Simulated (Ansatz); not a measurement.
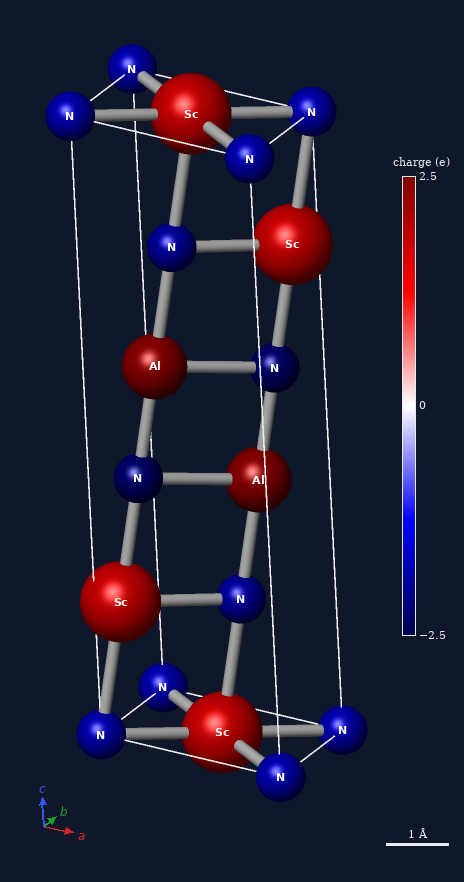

The figure gives a ball-and-stick picture of the atoms, viewed slightly off an axis. One cell (the run's own, in a reduced setting) is framed, with atoms on its boundary repeated. The atoms of this Sc$_{3}$Al$_{2}$N$_{5}$ cell are coloured by their Bader charge.

Calculation details: DFT PBE, scalar-relativistic, plane waves, PAW (Ansatz); a 420 eV plane-wave basis, k-points about 0.18 Å⁻¹ apart, Gaussian smearing of 0.01 eV, no spin polarisation.

**Which element is the most positive, and which the most negative?**

Most positive: Al; most negative: N. Charges: about Sc +1.8 e; Al +2.4 e; N -2.3 to -1.8 e. The transfer is large, as in an ionic solid.

Starting structure: a structure type filled with these elements by a generator (whether the compound takes this form wasn't checked). Earlier steps of the study, as a rule a relaxation of our own, may have changed the cell and positions, so they can lie some per cent off the listed ones. It went into a calculation with Ansatz.
